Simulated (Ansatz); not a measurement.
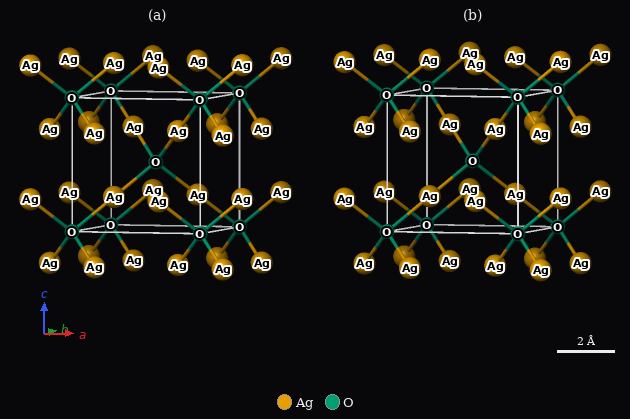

The structure of solid Ag₂O (set up in Pn-3m) before (left) and after (right) a relaxation, at one scale.

A ball-and-stick model of the cell of the calculation, seen from a free direction.

These are results of DFT PBE, scalar-relativistic, plane waves, PAW in Ansatz 0.2.0, not measurements.

Input file:
```yaml
crystal:
  lattice:
    - [4.718, 0.0, 0.0]
    - [0.0, 4.718, 0.0]
    - [0.0, 0.0, 4.718]
  atoms:
    - { symbol: Ag, position: [0.25, 0.25, 0.25] }
    - { symbol: Ag, position: [0.25, 0.75, 0.75] }
    - { symbol: Ag, position: [0.75, 0.75, 0.25] }
    - { symbol: Ag, position: [0.75, 0.25, 0.75] }
    - { symbol: O, position: [0.0, 0.0, 0.0] }
    - { symbol: O, position: [0.5, 0.5, 0.5] }
basis:
  ecutwfc: 420
kpoints:
  mp_grid: { grid: [8, 8, 8] }
hamiltonian:
  xc: pbe
scf:
  occupations: { method: gaussian, width: 0.1 }
output:
  forces: true
  stress: true
  eigenvalues: true
relax:
  adjacent_minimum: "off"
  f_tol: 0.005
  max_steps: 80
  cell: { stress_tol: 0.05 }
```

Run as
```bash
ansatz run input.yaml --threads 2 --pin off --max-ram 5120MiB --backend cpu --events-out ev --progress --plain --runs-dir out
```

Question: Summarise the run.

Answer: The atoms keep their places relative to the cell (all moves are under 0.005 Å). The drawn cell changes as follows: a = b = c 4.718 → 4.812 Å (+2.0 %); the volume changes by +6.1 %. Some distances before and after: Ag1–O5 2.043 → 2.084 Å. The space group stays Pn-3m (No. 224). The energy falls by 91.5 meV per cell of the calculation in 4 accepted moves (6 points after the start). All forces vanish by symmetry, so only the cell relaxes. The pressure goes from 4.85 to 0.01 GPa. At 2 points the geometry stayed and the basis and grid were re-selected for the new cell (energy shift of 14.0 meV per cell of the calculation at most each time). Cost: 26 s on 2 threads of AMD EPYC 7B13 (Zen 3), with other jobs on the host, peak memory 0.54 GiB.
